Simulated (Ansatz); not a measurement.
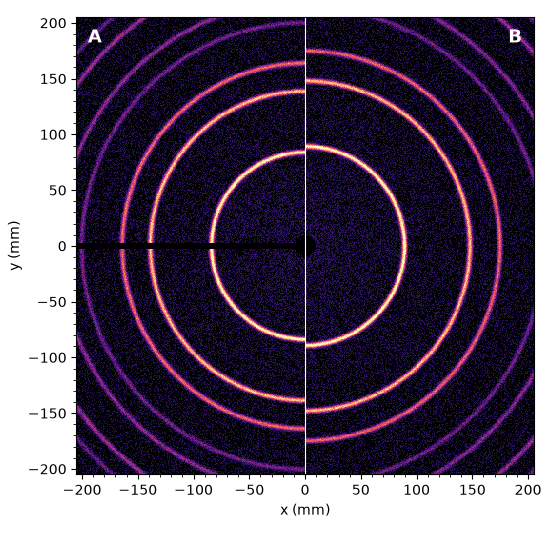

Simulated X-ray powder rings on a flat area detector normal to the beam: λ = 0.4133 Å, sample-to-detector distance 600 mm, axes in mm from the beam centre, for a fine-grained powder without texture. Kinematic intensities with B = 0.5 Å² for all atoms, without absorption; brightness goes as intensity to the power 0.5, clipped at the top, with counting noise. Reflections closer than the ring width show as one ring. The left and right halves show two different samples, each scaled to its strongest ring.

Both are Co in Fd-3m, with cells of different size. Origins: A, the geometry relaxed with DFT, BLYP, plane waves (420 eV) with PAW, scalar-relativistic in Ansatz 0.2.0; the starting structure was generated, so it need not be a known form of this composition; B, the geometry relaxed with DFT, PBEsol, plane waves (420 eV) with PAW, scalar-relativistic (Ansatz); the starting structure was generated, so it need not be a known form of this composition.

Q: Which half has the larger cell, and by how much?

A: Half A: the volume of B is 16.8 % smaller than that of A, and a larger cell draws the rings inwards on average.
A: a = 5.156 Å, b = 5.156 Å, c = 5.156 Å, α = 90.00°, β = 90.00°, γ = 90.00°; 111 at 83.9 mm (d = 2.98 Å), 220 at 138.7 mm (d = 1.823 Å), 311 at 163.9 mm (d = 1.555 Å).
B: a = 4.850 Å, b = 4.850 Å, c = 4.850 Å, α = 90.00°, β = 90.00°, γ = 90.00°; 111 at 89.3 mm (d = 2.80 Å), 220 at 147.8 mm (d = 1.715 Å), 311 at 174.8 mm (d = 1.462 Å).
